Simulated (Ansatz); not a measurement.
Given this structure:

```xyz
4
Lattice="-1.6022 2.7751 0.0000 -3.2044 0.0000 0.0000 -1.6022 0.9250 5.1329" Properties=species:S:1:pos:R:3 pbc="T T T"
Co    0.0000    0.0000    0.0000
Co   -3.2044    1.8501    2.5665
O    -3.2044    1.8501    0.6571
O    -1.6022    0.9250    3.2241
```

### Interpret the file: composition, symmetry and coordination.

Formula: CoO. Strictly the space group is R3m (No. 160, within 0.01 Å). It is a distorted form of a face-centred cubic structure, space group F-43m (No. 216) within 0.25 Å: zinc blende (sphalerite type). Content of the cell: 2 Co, 2 O (Z = 2). The polyhedra are CoO4 tetrahedra; they share corners. Co is linked to four O in a tetrahedral arrangement at 1.91 to 1.96 Å. The coordination shell of O holds four Co in a tetrahedral arrangement at 1.91 to 1.96 Å. The bonds build a three-dimensional framework.

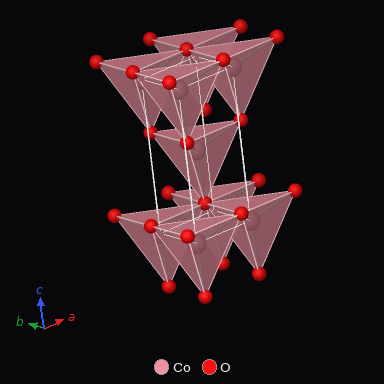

Structure drawing (polyhedral), viewed slightly off an axis. Atoms at the boundary of the unit cell (the box) are drawn once for each face, edge or corner they touch. A few atoms beyond the faces are included. Colours: cobalt pink, oxygen red.

The structure was taken from a structure listed in the Materials Project. Earlier steps of the study, as a rule a relaxation of our own, may have changed the cell and positions, so they can lie some per cent off the listed ones. It was run through Ansatz as a DFT input.

At this level of theory the run's own cell isn't at rest (stretched, at -19 GPa), so its distances can differ from those at equilibrium, the more so the softer the solid.
